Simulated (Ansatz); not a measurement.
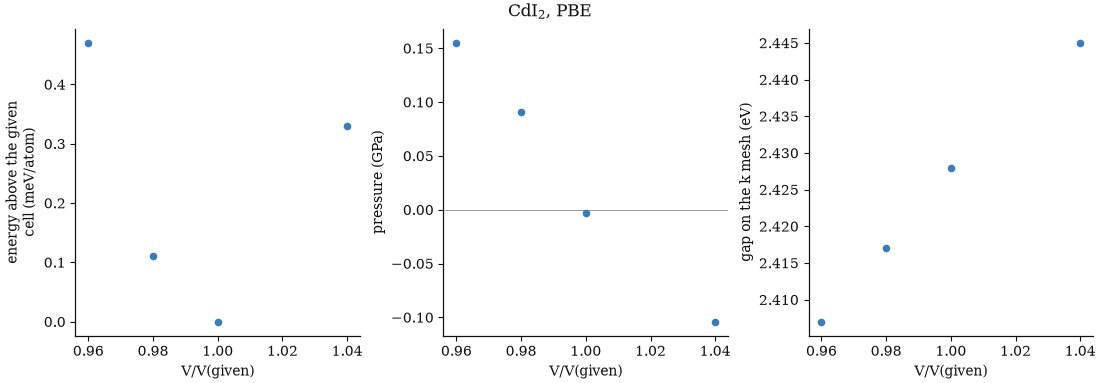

The plot gives the computed energy above the given cell, pressure and gap on the k mesh against V/V(given) for CdI₂, space group P-3m1 (No. 164).

Structure:
```cif
data_structure
_symmetry_space_group_name_H-M 'P 1'
_symmetry_Int_Tables_number 1
_cell_length_a 4.3297
_cell_length_b 4.3297
_cell_length_c 7.8151
_cell_angle_alpha 90.000
_cell_angle_beta 90.000
_cell_angle_gamma 120.000
_cell_volume 126.88
loop_
_atom_site_label
_atom_site_type_symbol
_atom_site_fract_x
_atom_site_fract_y
_atom_site_fract_z
_atom_site_occupancy
Cd1 Cd 0.00000 0.00000 0.00000 1
I1 I 0.33333 0.66667 0.21995 1
I2 I 0.66667 0.33333 0.78005 1
```

How it was computed, with Ansatz 0.2.0: plane-wave density functional theory, PAW datasets, Gaussian smearing 0.05 eV: equation of state, the given cell scaled in volume with shape and atoms relaxed at each volume. Level: PBE, no spin polarisation.

PAW set soft_2; wave cutoff 420 eV; k mesh 10×10×6; symmetry use detected.

V(given) is 42.29 Å³/atom.

The point at V/V(given) 1.02 is left out of the plot. What does the calculation give there?

| V/V(given) | energy above the given cell (meV/atom) | pressure (GPa) | gap on the k mesh (eV) |
| --- | --- | --- | --- |
| 1.02 | 0.13 | −0.090 | 2.438 |

Keep in mind: no dispersion term, layers or molecules are underbound; no fit given, since scatter or the place of the minimum failed its tests.
